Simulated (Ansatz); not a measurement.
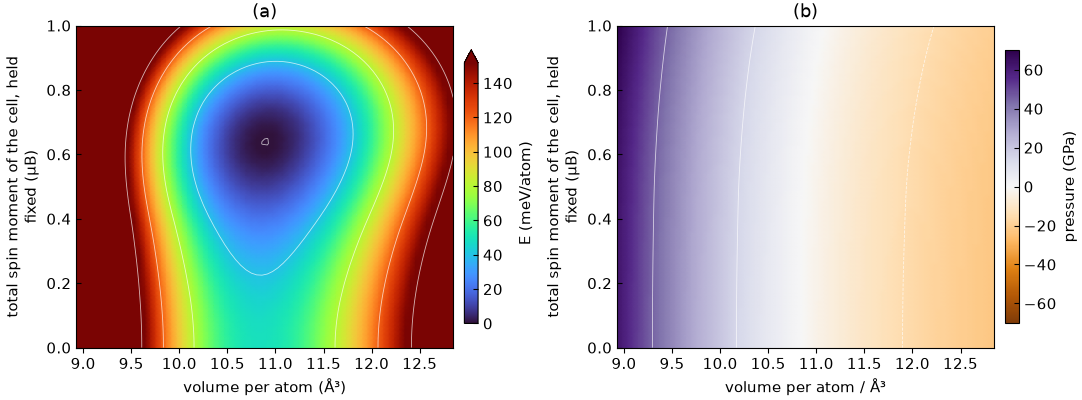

Ni (Fm-3m, No. 225; 1 atom in the cell). The energy is mapped over volume and a fixed ferromagnetic moment. First axis: volume per atom. Second axis: total spin moment of the cell, held fixed. Nothing is relaxed (shape and fractional coordinates fixed). The scan uses a 7 × 9 grid. Points are written as (first, second). Energies: meV/atom, counted from the lowest grid point. The moment is held fixed and parallel; antiferromagnetic orders weren't tried. The electronic state followed may not be the lowest one. These are results of DFT PBE, scalar-relativistic, plane waves, PAW (Ansatz), not measurements. Settings: cutoff 520 eV, k-mesh 24×24×24, gaussian smearing 0.15 eV.

Panel (a) is the energy; panel (b) is the computed pressure, in GPa.

Drawn: a smooth colour map with a few white contour lines, one colour for all values above the top of the scale. Between grid points the surface is interpolated.

**How does the pressure vary over the map, and what is it at the lowest grid point?**

It runs from −23 GPa at (12.85 Å³, 0.000 μB) to 70 GPa at (8.93 Å³, 1.000 μB). At the lowest grid point, (10.89 Å³, 0.625 μB), it is 0 GPa. The pressure is minus the slope of the energy with volume, so it vanishes at the true minimum, which need not be a grid point.

```
second ↓, first →  8.93  9.58  10.23  10.89  11.54  12.19  12.85
            1.000    70    40     18      3     −7    −15    −20
            0.875    68    38     17      2     −8    −16    −21
            0.750    66    36     15      1     −9    −17    −21
            0.625    64    35     15      0    −10    −17    −22
            0.500    64    34     14      0    −10    −17    −22
            0.375    63    34     14     −1    −11    −18    −22
            0.250    63    34     13     −1    −11    −18    −23
            0.125    63    34     13     −1    −11    −18    −23
            0.000    63    34     13     −1    −11    −18    −23
```

PAW datasets: the set soft_1.
